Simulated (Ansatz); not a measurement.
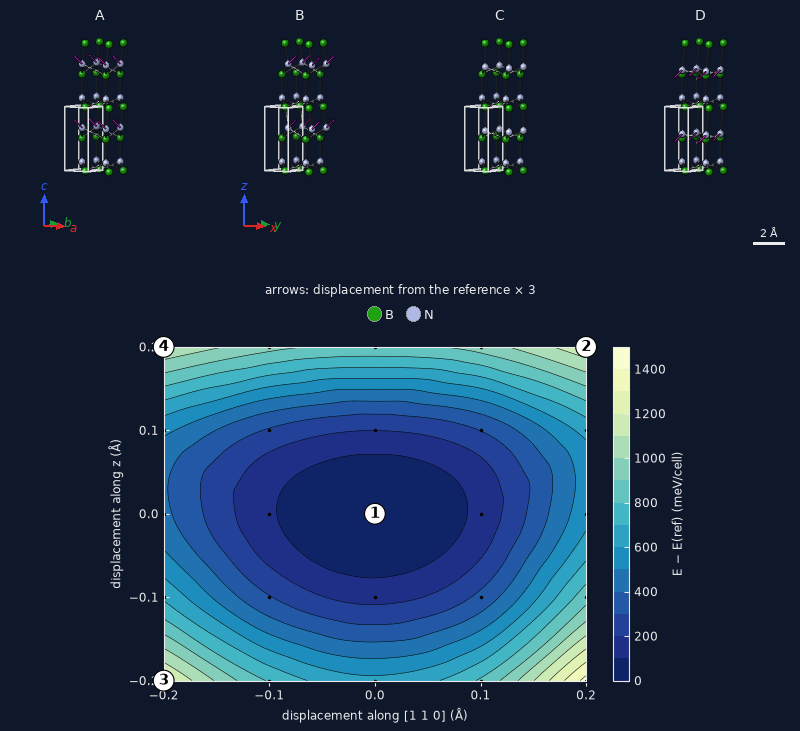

A scan of solid BN (P6_3mc): an N atom (one in each cell of 4 atoms) is moved over the plane of the Cartesian directions [1 1 0] and z, all else fixed. The map is interpolated between the computed points (dots). The frames are shuffled; each belongs to one numbered point. The picture is a ball-and-stick view of the cell of the calculation, repeated 2 × 2 × 2 with one cell outlined, seen nearly along the normal of the scanned plane. Purple arrows: displacements from the reference.

Level of theory: DFT PBE, scalar-relativistic, plane waves, PAW in Ansatz. Settings: plane-wave cutoff 420 eV; k-point mesh 12 × 12 × 6; occupations gaussian; smearing width 0.05 eV; no spin polarisation. Energies (free energies at the smearing named) are counted from the cell as listed in its source, which wasn't relaxed.

Q: Which frame belongs to which numbered point?

A: Point 1 is frame C, at (0.00, 0.00) and 0 meV/cell; 2 is frame B, at (0.20, 0.20) and 1174 meV/cell; 3 is frame D, at (−0.20, −0.20) and 1226 meV/cell; 4 is frame A, at (−0.20, 0.20) and 1090 meV/cell. In pairs of (displacement along [1 1 0] (Å); displacement along z (Å)): the lowest computed point lies at (0.00, 0.00) (0 meV/cell), the highest at (0.20, −0.20) (1436 meV/cell).  Over the ranges scanned the energy rises more along the second axis, the displacement along z.
